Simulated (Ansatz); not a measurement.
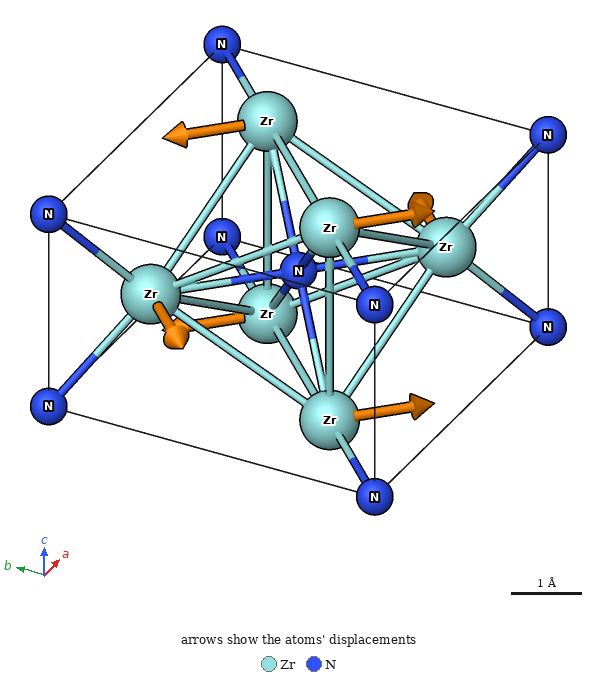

The lowest optical mode of a crystal of Zr₂N, space group P4₂/mnm (No. 136), at the zone centre. Displacements are drawn as orange arrows; their common scale and sign are arbitrary. The picture is a ball-and-stick view of the cell of the calculation, seen from a free direction.

Computed with DFT LDA, scalar-relativistic, plane waves, PAW in Ansatz. Settings: plane-wave cutoff 420 eV; k-point mesh 8 × 8 × 12; occupations fermi dirac; smearing width 0.15 eV; no spin polarisation.

The frequencies depend somewhat on the k-mesh and the smearing.

Question: Is this crystal at a minimum with respect to the drawn distortion?

Answer: Yes: this softest mode has a real frequency, and so have all others here. That speaks for this wave vector alone: the rest of the zone wasn't checked in this run. This is the B₁g mode at 1.41 THz, the lowest optical level, Raman-active by symmetry. The N atoms stay at rest; atoms of one kind move against one another, with no net shift of their sublattice; it mainly bends the Zr–Zr, N–Zr bonds.
